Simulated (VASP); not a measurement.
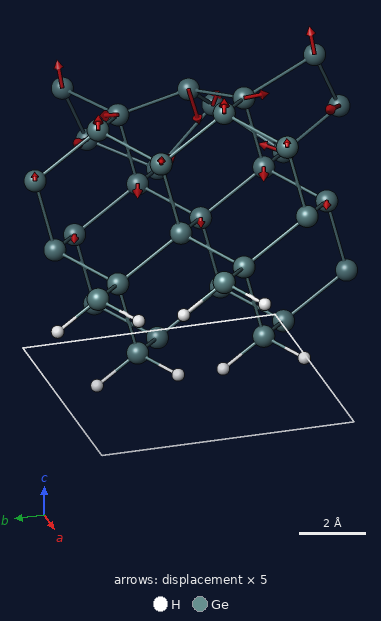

This is a relaxation of a slab of composition Ge7H2. The starting structure is drawn; red arrows show the displacements, 5 times their true length.

The picture is a ball-and-stick view of the cell of the calculation, outlined in the plane, without the vacuum (origin shifted), seen from a free direction.

The run lets the atoms move in a fixed cell. 20 atoms are held fixed.

Method: VASP, Kohn-Sham DFT of a periodic cell, PBEsol, VASP PAW PBE potentials, recommended.

The input:
```
SYSTEM = Ge7H2
PREC = Normal
ENCUT = 450
EDIFF = 1E-6
ISMEAR = 0
SIGMA = 0.05
LREAL = Auto
LASPH = .True.
NELM = 80
ALGO = Normal
ISIF = 2
LWAVE = .False.
LCHARG = .False.
LDIPOL = .True.
IDIPOL = 3
DIPOL = 0.5 0.5 0.471
GGA = PS
IBRION = 2
NSW = 90
EDIFFG = -0.03
KPAR = 4
NCORE = 2
```

Run as
```bash
cat potpaw_PBE.64/H/POTCAR potpaw_PBE.64/Ge_d/POTCAR > POTCAR
mpirun -np 8 vasp_std > vasp.out
```

Atoms of which element are displaced furthest, and by how much?

Germanium: up to 0.27 Å, against 0.00 Å for hydrogen.

What happened in the run?

The largest moves, 0.27 Å, are those of Ge atoms. H stays in place. The cell stays as it was. Among the contacts that change: Ge–Ge 2.334 → 2.451 Å, Ge–Ge 2.629 → 2.534 Å, Ge–Ge 2.457 → 2.410 Å, Ge–Ge 2.457 → 2.500 Å. Bond angles that change, for instance: Ge–Ge–Ge 95.6° → 105.5°, Ge–Ge–Ge 98.4° → 89.4°, Ge–Ge–Ge 109.5° → 102.0°. After 16 geometry steps the energy has fallen by 0.717 eV per cell of the calculation. Largest force component: 1.2 eV/Å at the start, 0.53 eV/Å at the end.
